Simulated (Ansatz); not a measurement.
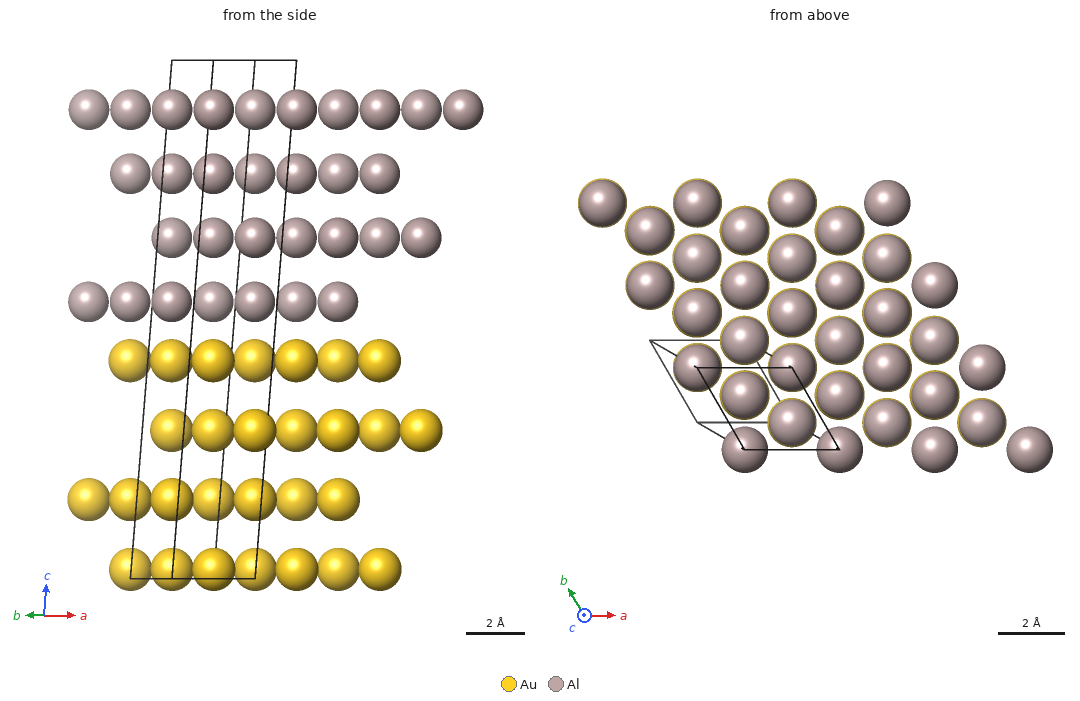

A spheres-only picture of a periodic stack of two materials, seen from the side and from above; the box is the simulation cell in a reduced setting, and 3×3 cells are drawn in the plane (a layer on the cell's face shows at both ends).

### Name the layers and the planes on which they meet.

Au (1 1 1) (Fm-3m, 4 atoms) and Al (1 1 1) (Fm-3m, 4 atoms).

### Give the in-plane cell and the period of the stack.

The in-plane vectors are 2.92 and 2.92 Å long, those of Au, to which Al is strained; the stack repeats after 18.2 Å.

The atoms and the stacking vector were relaxed with DFT r2SCAN, scalar-relativistic, plane waves, PAW (Ansatz), the in-plane cell held. The two parents, named as they started, are listed structures, not always the stable forms, and thin layers can change their stacking on relaxation.
